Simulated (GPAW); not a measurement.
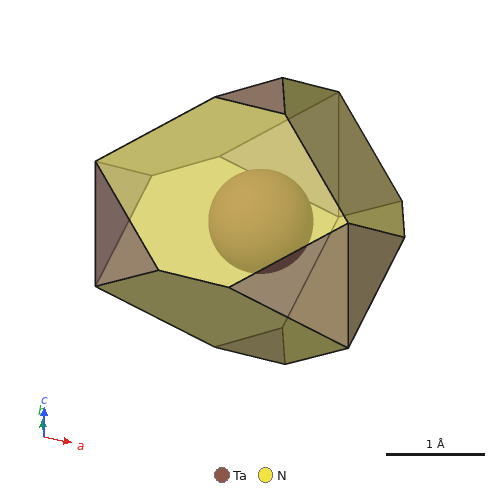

Voronoi–Dirichlet polyhedron, computed geometrically; every face belongs to one neighbour and no atomic radii are used. Central atom: Ta (1b) in TaN; faces take the colour of the neighbour behind them. Source: an entry of the Crystallography Open Database, as set up for an electronic-structure calculation.

TaN, space group P-6m2 (No. 187), a = 2.938 Å, b = 2.938 Å, c = 2.883 Å, α = 90.00°, β = 90.00°, γ = 120.00°

```tsv
site	Wyckoff	x	y	z
Ta	1b	0.0000	0.0000	0.5000
N	1e	0.6667	0.3333	0.0000
```

Question: Give the Voronoi index ⟨n3,n4,n5,n6,…⟩ (numbers of faces with 3, 4, 5, 6 … edges).

Answer: 14 faces, index ⟨8,0,0,6⟩.

Question: What is the volume of this Voronoi cell?

Answer: 10.8 Å³, equal to the mean volume per atom.

Question: Tabulate the neighbours by distance and solid angle.

Answer:
```csv
neighbour,faces,distance (Å),solid angle (% of sphere)
N,6,2.23,82.0
Ta,2,2.88,2.1
Ta,6,2.94,15.8
```
